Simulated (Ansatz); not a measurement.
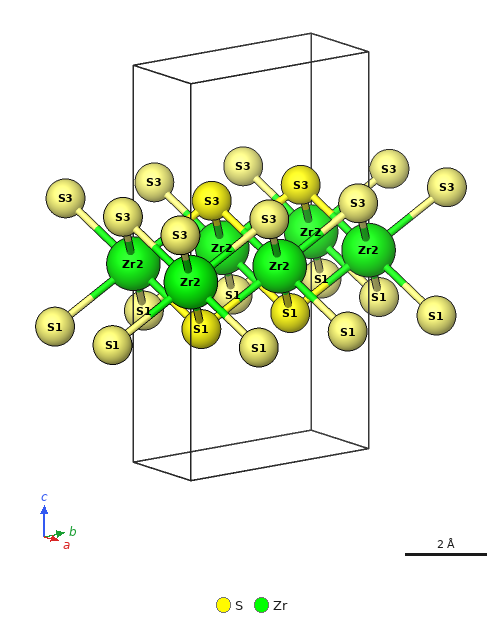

*The input geometry (ball-and-stick view of the 1 × 2 repeat of the cell, with the vacuum cut short, seen slightly off an axis; neighbours outside the cell are drawn fainter; atoms are numbered from 1 in the order of the input). An atom can appear more than once, as a periodic image.*

Near neighbours in the periodic cell (some may lie outside the picture): S has 3 Zr at 2.56 Å; Zr has 6 S at 2.56 Å.

## Single-point calculation of ZrS₂

The run: single-point calculation of ZrS₂ (slab, 3 atoms in the cell). Method and program: DFT PBE+D3(BJ), scalar-relativistic, plane waves, PAW, PAW set soft_1, no spin polarisation (Ansatz 0.2.0).

The structure derives from an entry of the Crystallography Open Database. Figures and captions count atoms from 1; the log counts them from 0 in places.

## The input
```yaml
crystal:
  lattice:
    - [3.649, 0.0, 0.0]
    - [-1.8245, 3.1601266984, 0.0]
    - [0.0, 0.0, 31.8416303012]
  atoms:
    - { symbol: S, position: [0.6666666667, 0.3333333333, 0.4541951845] }
    - { symbol: Zr, position: [0.0, 0.0, 0.5] }
    - { symbol: S, position: [0.3333333333, 0.6666666667, 0.5458048155] }
  periodic: [true, true, false]
basis:
  ecutwfc: 420
kpoints:
  mp_grid: { grid: [9, 9, 1] }
hamiltonian:
  xc: pbe
  pseudopotentials: { kind: paw, azcp: { folder: soft_1 } }
  dispersion: d3bj
scf:
  occupations: { method: gaussian, width: 0.02 }
output:
  forces: true
  stress: true
  eigenvalues: true
  write_density: true
  write_potential: true
  elf: true
  volumetric_format: npy
```

Launch command:
```bash
ansatz run input.yaml --threads 1 --pin off --max-ram 3072MiB --backend cpu --events-out ev --progress --plain --runs-dir out
```

## What the program printed
```
Engine: ansatz 0.2.0, aarch64-unknown-linux-gnu
Pseudopotentials: kind: paw
Pseudopotential: S, paw, valence charge 6, recommended cutoff 420 eV (normal), [file]
Pseudopotential: Zr, paw, valence charge 12, recommended cutoff 420 eV (normal), [file]
Functional definition: PBE
  parameter kappa = 0.804
  parameter beta = 0.06672455060314922
  exchange = pbe_x(kappa = kappa, mu = beta*pi^2/3)
  correlation = pbe_c(beta = beta)
Crystal: 3 atoms, lattice volume = 367.175 Å³
Basis set: ecut = 420 eV, 7091 PW (Γ), exchange–correlation on 50×50×432 points (8 copies of the dense FFT grid, shifted against one another)
Bands: 16, of which v1, the nominal top of the filled ones, is band 12 counted from 1 (11 counted from 0)
Symmetry: 12 space group operations
Space group: P-3m1 (ITA 164), of the structure as read, at distance tolerance 7.2e-5 Å
k-points: 12 of 81
Non-local potential: S, projectors of the file, l = 0: 2, l = 1: 2, l = 2: 1
Non-local potential: Zr, projectors of the file, l = 0: 3, l = 1: 2, l = 2: 2, l = 3: 1
PAW form: soft (Blöchl's): semilocal exchange-correlation on the pseudo side does not see the compensation charge
PAW one-centre angular grid: S, 110 points (default); XC on 64 Gauss nodes
PAW one-centre angular grid: Zr, 590 points (default); XC on 64 Gauss nodes
Initial density: superposition of atomic densities (neutral atoms: chi_scale 0, normalization atom)
Initial wavefunctions: pseudopotential atomic-orbital guess
Functional: x = pbe(κ = 0.804, μ = 0.2195149727645171), c = pbe(β = 0.06672455060314922)
SCF iter   1: F=—  HF=-5994.231275 eV  |F-HF|=—  |Δ(HF+E_count)|=         —  Δρ=2.19e-2  dr2=2.82e0  ethr=3.10e-3  ⟨swp⟩=17.1  Hψ=2062  notcnv=0
preconditioner: auto → none  [insulator: Δε(μ)=2.014 eV  Ē_g=8.550 eV  σ=0.020 eV  W_gap=1.00  n_scr=16 (ndim 8)  ℏωp=7.8 eV  f_vac=0.775  D(μ)=0.00/eV (n_scr^D=0)  ε∞_Penn≈1.8]
SCF iter   2: F=—  HF=-5993.552144 eV  |F-HF|=—  |Δ(HF+E_count)|=   6.79e-1  Δρ=1.16e-2  dr2=8.86e-1  ethr=3.10e-3  ⟨swp⟩=4.8  Hψ=682  notcnv=0
SCF iter   3: F=—  HF=-5993.446223 eV  |F-HF|=—  |Δ(HF+E_count)|=   1.06e-1  Δρ=6.26e-3  dr2=3.23e-1  ethr=3.10e-3  ⟨swp⟩=4.4  Hψ=501  notcnv=0
SCF iter   4: F=—  HF=-5993.395884 eV  |F-HF|=—  |Δ(HF+E_count)|=   5.03e-2  Δρ=3.18e-3  dr2=4.24e-2  ethr=1.34e-3  ⟨swp⟩=2.1  Hψ=336  notcnv=0
SCF iter   5: F=—  HF=-5993.399114 eV  |F-HF|=—  |Δ(HF+E_count)|=   3.23e-3  Δρ=8.31e-4  dr2=4.81e-3  ethr=1.77e-4  ⟨swp⟩=3.8  Hψ=442  notcnv=0
SCF iter   6: F=—  HF=-5993.398634 eV  |F-HF|=—  |Δ(HF+E_count)|=   4.80e-4  Δρ=3.03e-4  dr2=8.02e-4  ethr=2.00e-5  ⟨swp⟩=2.7  Hψ=353  notcnv=0
SCF iter   7: F=—  HF=-5993.398549 eV  |F-HF|=—  |Δ(HF+E_count)|=   8.53e-5  Δρ=7.71e-5  dr2=4.86e-5  ethr=3.34e-6  ⟨swp⟩=2.7  Hψ=326  notcnv=0
SCF iter   8: F=—  HF=-5993.398685 eV  |F-HF|=—  |Δ(HF+E_count)|=   1.36e-4  Δρ=1.96e-5  dr2=2.39e-6  ethr=2.02e-7  ⟨swp⟩=3.5  Hψ=430  notcnv=0
SCF iter   9: F=—  HF=-5993.398685 eV  |F-HF|=—  |Δ(HF+E_count)|=   4.48e-8  Δρ=1.35e-5  dr2=2.27e-6  ethr=9.95e-9  ⟨swp⟩=2.4  Hψ=304  notcnv=0
SCF iter  10: F=-5993.398684 eV  HF=-5993.398684 eV  |F-HF|=3.86e-8  |Δ(HF+E_count)|=   4.33e-7  Δρ=2.53e-6  dr2=4.82e-8  ethr=4.17e-10  ⟨swp⟩=17.8  Hψ=2366  notcnv=0
SCF 1 converged in 10 iterations: F = -5993.398684 eV  dr2 = 4.82e-8
  greatest PAW one-centre occupation: 0.997 electrons in one spin orbital (limit 2), on the Zr atom at site 1 (counted from 0), in its partial waves of l = 0
```

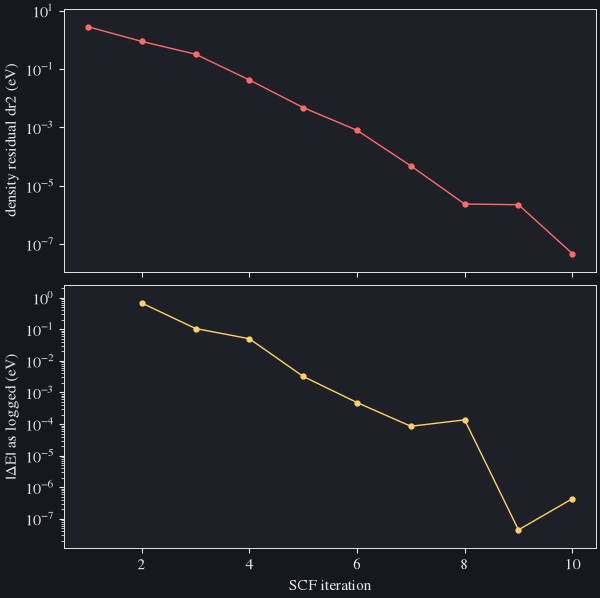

*Convergence of the self-consistent field: density residual dr2 and size of the energy change against the SCF iteration.*

The residual falls at every step.

```
SCF converged after 10 iterations
Free energy (F): -5993.398684 eV
Harris-Foulkes:  -5993.398684 eV  (|F-HF|=3.86e-8)
Internal energy: -5993.398684 eV  (E = F + TS)
E sigma→0 (E₀):  -5993.398684 eV
Fermi energy:    -5.839526 eV
--- Per-component energies (eV) ---
  E_band       = -485.150828
  E_kinetic    = 526.798782
  E_local      = -30873.863207  (includes V_loc(G=0)·N_el)
  E_nonlocal   = 141.547509
  E_hartree    = 15091.085376
  E_xc         = -333.185633
  E_vxc        = -348.914266  (∫ρ·V_xc dr)
  E_paw        = -4180.360721  (= ΣΔE_a)
  E_vpaw       = -112.902829  (= ΣTr[D̂ρ^β])
  E_aug_tail   = -0.000024  (compensation charges beyond the density's cutoff)
  E_ewald      = 13635.315637
  E_disp       = -0.736404  (pairwise vdW)
  E_smearing   = -0.000000  (= −TS)
  E_closure    = -0.000000  (closes the sum)
  Σ components = -5993.398684   (vs F -5993.398684, Δ=0.00e0)
--- Forces (eV/Å), atoms counted from 1 ---
  atom   1  S     -0.00000000     0.00000000    -0.00013577
  atom   2  Zr     0.00000000     0.00000000     0.00000000
  atom   3  S      0.00000000    -0.00000000     0.00013577
  max |Σ_I F_I| component: 8.31e-29 eV/Å
--- 2D stress c σ (N/m, compression-positive) ---
       -0.003449       0.000000       0.000000
       -0.000000      -0.003449       0.000000
        0.000000       0.000000       0.000000
  P = ½ c Tr σ = -0.0034 N/m
--- Band table (eV; the first three rows and the last of 12) ---
  k-point 0: bands = ["-55.2616", "-33.3256", "-33.1685", "-33.1685", "-18.8478", "-17.6920", "-10.1758", "-9.0200", "-9.0200", "-7.2862", "-6.4037", "-6.4037", "-4.7222", "-4.7222", "-3.8299", "-1.1788"]
  k-point 1: bands = ["-55.2592", "-33.3185", "-33.2014", "-33.1755", "-18.7212", "-17.7100", "-10.0177", "-9.2708", "-8.9463", "-7.1751", "-7.0104", "-6.7307", "-4.6529", "-4.3169", "-3.6526", "-1.6964"]
  k-point 2: bands = ["-55.2532", "-33.3016", "-33.2825", "-33.1933", "-18.3936", "-17.7476", "-9.7276", "-9.4847", "-8.8015", "-8.4295", "-7.1810", "-6.8425", "-4.8506", "-3.6755", "-3.2686", "-1.9106"]
  k-point 11: bands = ["-55.2387", "-33.3572", "-33.3572", "-33.2564", "-17.6666", "-17.6666", "-9.6576", "-9.6576", "-9.5149", "-8.2456", "-8.2456", "-7.9880", "-3.9647", "-3.2346", "-3.2346", "-1.0549"]
```

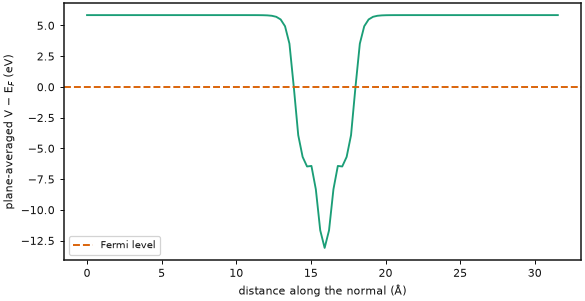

*Plane average of the electrostatic potential energy of an electron across the cell, from the Fermi level.*

The vacuum level lies 5.84 eV above the Fermi level.

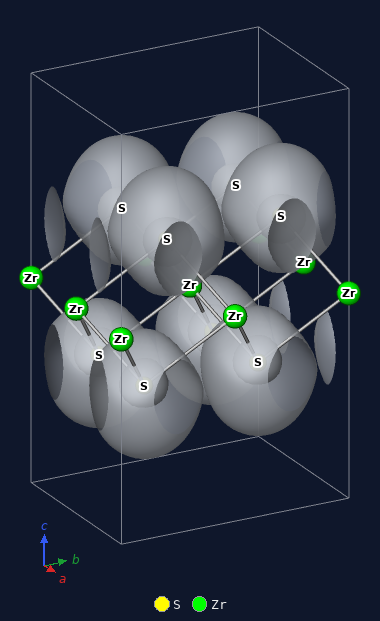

*Isosurface of the electron localisation function at 0.65 (grey), seen slightly off an axis. Only the valence region is drawn (cores and ρ < 0.01 e/Å³ removed). Sticks mark near contacts.*

Values along the shortest contacts: Zr–S (2.56 Å): the ELF is about 0.40 at the midpoint. Core electrons are frozen (PAW), so the fields are smoothed inside the atomic spheres.

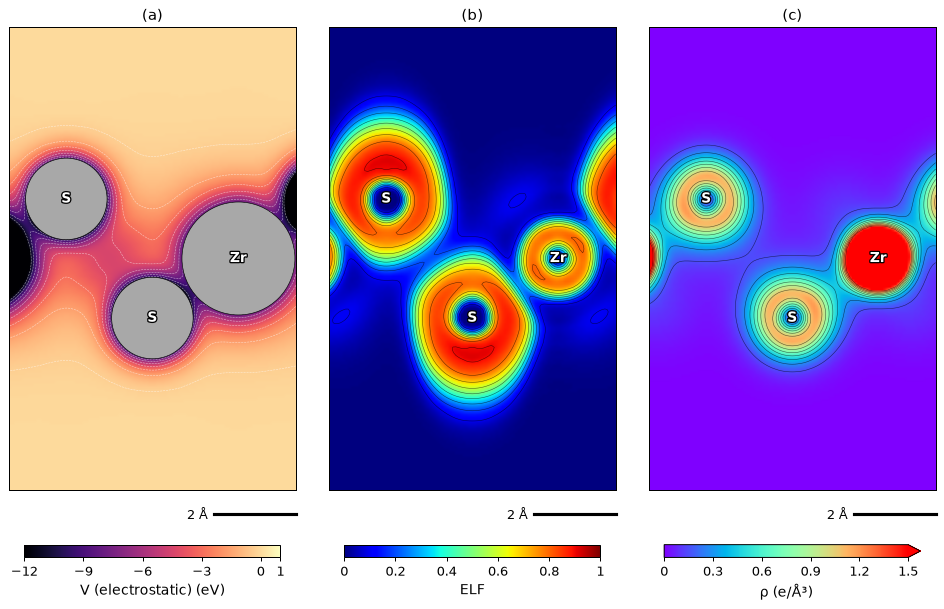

*(a) electrostatic potential energy of an electron; (b) electron localisation function; (c) valence pseudo-density on the (110) plane of the calculation cell, a cut from vacuum to vacuum. Grey discs, where drawn, cover atomic cores.*

Zr–S (2.56 Å): the density is about 0.44 e/Å³ at the midpoint; the ELF is about 0.40 at the midpoint. The density dies away to nearly zero in the vacuum. The strong features right at Zr lie inside the PAW spheres (semicore, d or f shells) and say nothing about bonding.

## Summary

| quantity | value |
| --- | --- |
| outcome | converged |
| electrons treated | 24 |
| free energy | −5993.3987 eV |
| work function, top face | 5.84 eV |
| work function, bottom face | 5.84 eV |
| Fermi energy | −5.840 eV |
| gap on the k-point mesh | 1.13 eV |
| work function (upper face) | 5.84 eV |
| largest force (length of the vector) | under 0.001 eV/Å |
| hardware | 1 thread of Arm Neoverse V1, 24 GiB of memory available, shared host |
| wall time | 7.8 s |
| peak memory | 0.48 GiB |
